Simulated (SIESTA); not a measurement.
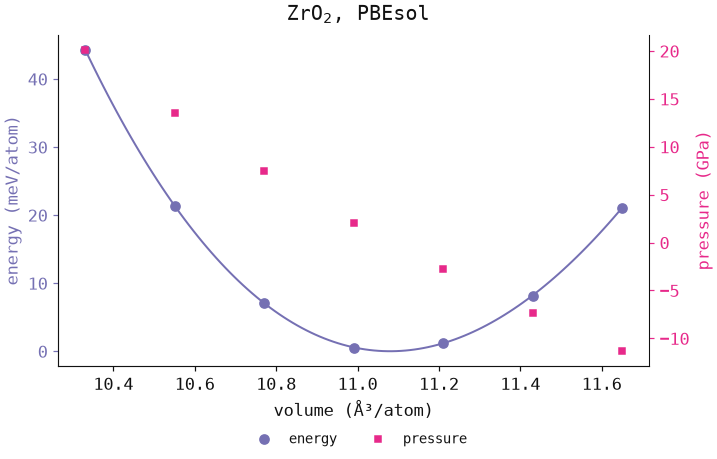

Energy and pressure against volume for ZrO₂, space group Fm-3m (No. 225).

A third-order Birch–Murnaghan fit gives V0 = 11.08 Å³/atom, B0 = 250 GPa and B′ = 3.9. The energy is 44.32 meV/atom at volume 10.33 Å³/atom and 21.04 meV/atom at 11.65 Å³/atom; the lowest computed point is at volume 10.99 Å³/atom (0.54 meV/atom), in a single well. The pressure falls from 20.15 GPa at volume 10.33 Å³/atom to −11.34 GPa at 11.65 Å³/atom, and changes sign near 11.08 Å³/atom.

Method: DFT in numerical atomic orbitals with pseudopotentials, no spin polarisation; energies at scaled volumes of the given cell, shape and fractions fixed, counted from the fit's minimum, third-order Birch-Murnaghan fit (SIESTA 5.4.2). Level: PBEsol.

k mesh 9×9×9; occupations Fermi–Dirac; smearing width 0.05 eV; potentials PseudoDojo 0.4 standard, converted to PSML, two zetas on semicore shells; program settings basis DZP, mesh cutoff 800 Ry.

Cell as given: a = 3.599 Å, b = 3.599 Å, c = 3.599 Å, α = 60.00°, β = 60.00°, γ = 60.00°; 3 atoms.

Note: mulliken charges of long orbitals.
